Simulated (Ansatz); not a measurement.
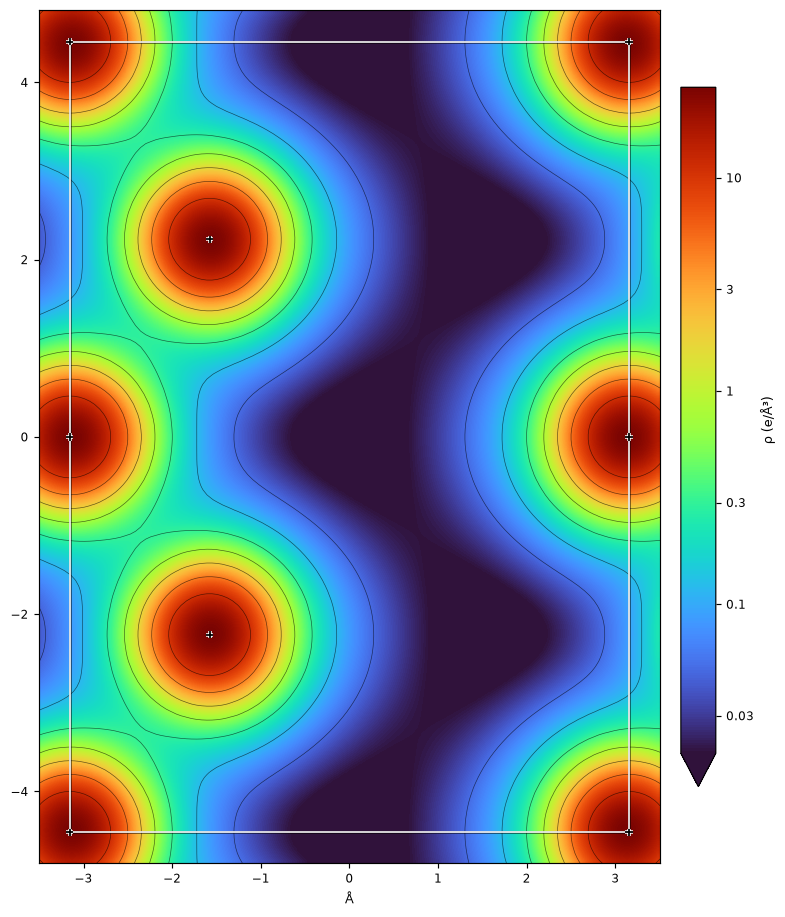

The valence charge density (pseudo) on a plane through atoms (crosses mark nuclei in the plane).

All numbers below come from DFT, LDA (PW92), plane waves (420 eV) with PAW, scalar-relativistic (Ansatz).

Candidates:
A. Zr, a = 3.13 Å, b = 3.13 Å, c = 10.28 Å, α = 90.00°, β = 90.00°, γ = 120.00°. Space group P6₃/mmc; set up as Zr, dhcp; a generated structure, not necessarily the stable one; changed on purpose from its base cell (volume × 1.0).
B. Cd, a = 6.31 Å, b = 6.31 Å, c = 6.31 Å, α = 90.00°, β = 90.00°, γ = 90.00°. Space group Fd-3m; set up as Cd, diamond; a generated structure, not necessarily the stable one.

Which candidate gave the map?

Answer. Candidate B: Cd on the (011) plane of the conventional cell, which holds Cd. Cd–Cd (2.73 Å): ρ is about 0.29 e/Å³ halfway.
